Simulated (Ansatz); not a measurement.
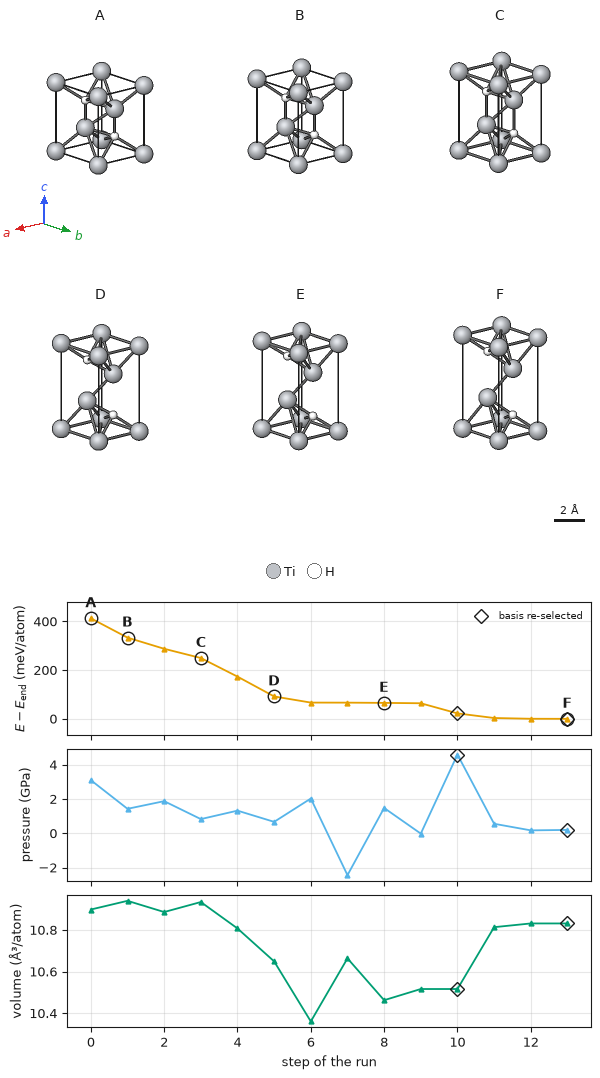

Frames of a relaxation of solid Ti$_{3}$H$_{2}$ (built on the A-type sesquioxide_164 type) (coarse preliminary run), marked on the history of the run. A ball-and-stick model of the cell of the calculation, seen from a free direction.

Case: A-type sesquioxide type (P-3m1, No. 164).

Theory: Ansatz, DFT PBE, scalar-relativistic, plane waves, PAW.

The input:
```yaml
crystal:
  lattice:
    - [3.4325184011, 0.0, 0.0]
    - [-1.7162592005, 2.9726481343, 0.0]
    - [0.0, 0.0, 5.3404410656]
  atoms:
    - { symbol: Ti, position: [0.0, 0.0, 0.0] }
    - { symbol: Ti, position: [0.3333333333, 0.6666666667, 0.645] }
    - { symbol: Ti, position: [0.6666666667, 0.3333333333, 0.355] }
    - { symbol: H, position: [0.3333333333, 0.6666666667, 0.245] }
    - { symbol: H, position: [0.6666666667, 0.3333333333, 0.755] }
basis:
  ecutwfc: 420
kpoints:
  mp_grid: { grid: [6, 6, 4] }
hamiltonian:
  xc: pbe
scf:
  occupations: { method: gaussian, width: 0.1 }
  lower_state_search: "off"
output:
  forces: true
  stress: true
  eigenvalues: true
relax:
  adjacent_minimum: "off"
  f_tol: 0.04
  max_steps: 70
  cell: { stress_tol: 0.4 }
```

Launched with:
```bash
ansatz run input.yaml --threads 1 --pin off --max-ram 2560MiB --backend cpu --events-out ev --progress --plain --runs-dir out
```

Question: Describe the path.

Answer: The largest moves relative to the cell, 0.58 Å, are those of H4 and H5. H5 goes along +c. Largest moves by element: H 0.58 Å, Ti 0.11 Å. The volume changes by −0.6 %, with a = b 3.433 → 2.935 Å (−14.5 %), c 5.340 → 7.262 Å (+36.0 %). Among the contacts that change: Ti2–H4 2.136 → 3.599 Å, Ti1–Ti1 3.433 → 2.935 Å, Ti2–Ti3 2.515 → 2.878 Å, Ti1–H4 2.375 → 2.074 Å. Bond angles that change, for instance: Ti3–H4–Ti3 112.3° → 87.7°, Ti1–H4–Ti3 163.1° → 178.3°, Ti1–H4–Ti3 75.9° → 91.1°. The space group stays P-3m1 (No. 164). Over 11 accepted moves (13 points after the start) the energy falls by 413 meV per atom. The largest force component goes from 1.4 to 0.027 eV/Å. The pressure goes from 3.10 to 0.20 GPa. At 2 points the geometry stayed and the basis and grid were re-selected for the new cell (energy shift of 41.6 meV per atom at most each time). From step 0 to 1: Ti atoms move most (0.06 Å), volume +0.4 %, energy −79.3 meV per atom. From step 1 to 3: H atoms move most (0.06 Å), energy −83.8 meV per atom. From step 3 to 5: H atoms move most (0.38 Å), volume −2.6 %, energy −158 meV per atom. From step 5 to 8: H atoms move most (0.14 Å), volume −1.8 %, energy −26.4 meV per atom. From step 8 to 13: volume +3.5 %, energy −65.5 meV per atom.

| step | E − E(0), meV/atom | largest force component, eV/Å | pressure, GPa | volume, Å³/atom | note |
| --- | --- | --- | --- | --- | --- |
| 0 | 0.00 | 1.4248 | 3.10 | 10.898 |  |
| 1 | -79.35 | 0.4930 | 1.43 | 10.940 |  |
| 2 | -125.19 | 0.2089 | 1.88 | 10.886 |  |
| 3 | -163.11 | 0.3509 | 0.83 | 10.934 |  |
| 4 | -239.57 | 0.5526 | 1.32 | 10.808 |  |
| 5 | -321.07 | 0.3427 | 0.67 | 10.649 |  |
| 6 | -346.28 | 0.1346 | 2.03 | 10.361 |  |
| 7 | -346.53 | 0.1885 | -2.44 | 10.664 |  |
| 8 | -347.49 | 0.0527 | 1.48 | 10.463 |  |
| 9 | -349.04 | 0.0126 | -0.02 | 10.517 |  |
| 10 | -390.65 | 0.0140 | 4.60 | 10.517 | same geometry, new basis |
| 11 | -409.65 | 0.0884 | 0.56 | 10.814 |  |
| 12 | -412.73 | 0.0269 | 0.17 | 10.832 |  |
| 13 | -413.01 | 0.0267 | 0.20 | 10.832 | same geometry, new basis |
